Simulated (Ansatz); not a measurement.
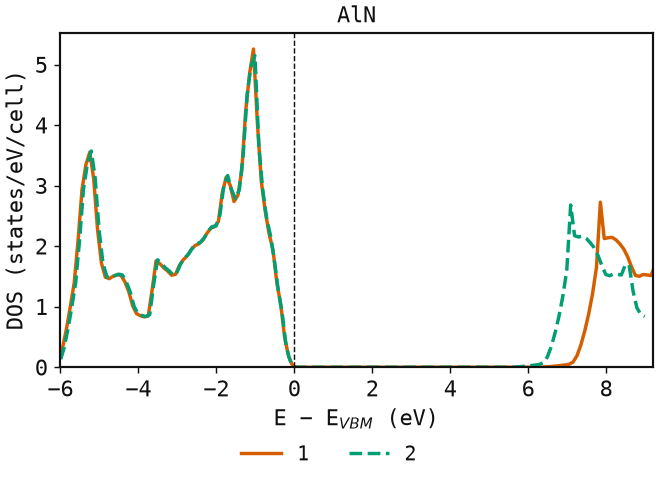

Total densities of states of AlN, space group P6_3mc (No. 186), 4 atoms in the cell, by two methods on the same cell. Each is counted from its own valence-band top.

Which curve is which? The methods: PBE0, HSE06.

1 is PBE0; 2 is HSE06. PBE0 gives a gap of 6.10 eV and HSE06 gives a gap of 5.38 eV.

Settings. PBE0: DFT PBE0, scalar-relativistic, plane waves, PAW, no spin polarisation, 6×6×4 k mesh, 420 eV cutoff, Gaussian smearing of 0.02 eV (Ansatz). HSE06: DFT HSE06, scalar-relativistic, plane waves, PAW, no spin polarisation, 6×6×4 k mesh, 420 eV cutoff, Gaussian smearing of 0.02 eV (Ansatz).
